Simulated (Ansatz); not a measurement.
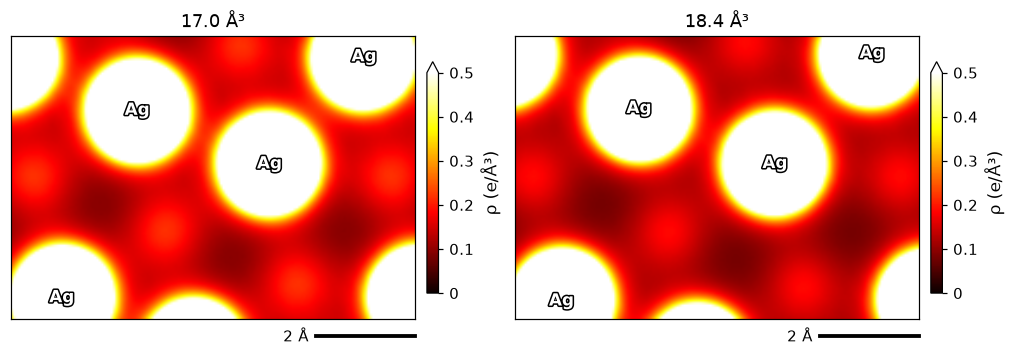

Ag. The valence pseudo-density of cells scaled evenly to different volumes (given per atom above each panel), on the (101̄) plane of each (indices in the axes of the cell below), at one length scale and on one colour scale.

A structure from a database of computed crystals, not necessarily the ambient phase.

Computed with Kohn-Sham DFT of a periodic cell, PBE, Ansatz PAW in Ansatz.

In a PAW calculation such maps are meaningful between the atoms, not at the nuclei.

The largest cell:

```yaml
crystal:
  lattice:
    - [2.96561, 0.00000, 0.00000]
    - [-1.48280, 0.85610, 7.25236]
    - [1.48280, -2.56829, 0.00000]
  atoms:
    - { symbol: Ag, position: [0.22228, 0.66684, 0.22228] }
    - { symbol: Ag, position: [0.77772, 0.33316, 0.77772] }
    - { symbol: Ag, position: [0.00000, 0.00000, 0.00000] }
```

| volume (Å³/atom) | Ag–Ag contact in the plane (Å) | ρ at its midpoint (e/Å³) | pressure (GPa) | 
| --- | --- | --- | --- |
| 16.97 | 2.885 | 0.218 | 5.7 | 
| 17.33 | 2.905 | ? | ? | 
| 18.41 | 2.964 | 0.188 | −2.3 | 

### Estimate the missing row, and compare with the calculation.

Over the known rows ln ρ falls by 1.87 per Å of Ag–Ag distance (the line through the two), which gives 0.210 e/Å³ at 2.905 Å; the calculation gives 0.210 e/Å³. For the pressure, a straight line in volume between the neighbouring rows gives 3.7 GPa; the calculation gives 3.3, lower because pressure rises ever faster on compression.
